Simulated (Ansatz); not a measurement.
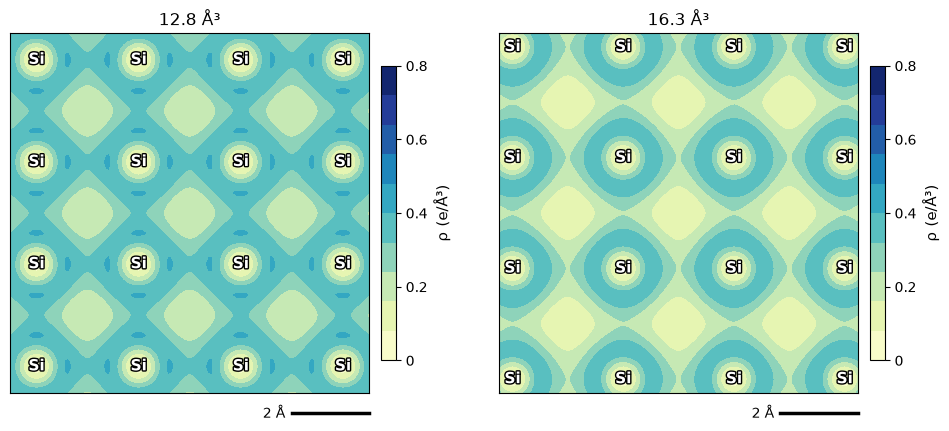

Si. The valence charge density (pseudo) of cells scaled evenly to different volumes (given per atom above each panel), on the (101) plane of each (indices in the axes of the cell below), at one length scale and on one colour scale.

A generated structure, not necessarily the stable one.

The calculation used Ansatz 0.2.0, DFT, revPBE, plane waves (420 eV) with PAW, scalar-relativistic.

Core electrons are frozen (PAW), and the valence fields are smoothed inside the atomic spheres.

The largest cell:

```
CELL_PARAMETERS angstrom
0.00000 2.01327 2.01327
2.01327 0.00000 2.01327
2.01327 2.01327 0.00000
ATOMIC_POSITIONS crystal
Si 0.00000 0.00000 0.00000
```

| volume (Å³/atom) | Si–Si contact in the plane (Å) | ρ at its midpoint (e/Å³) | 
| --- | --- | --- |
| 12.82 | 2.627 | 0.330 | 
| 14.57 | 2.742 | ? | 
| 16.32 | 2.847 | 0.237 | 

### What values belong in the row with question marks?

Over the known rows ln ρ falls by 1.50 per Å of Si–Si distance (the line through the two), which gives 0.278 e/Å³ at 2.742 Å; the calculation gives 0.278 e/Å³.
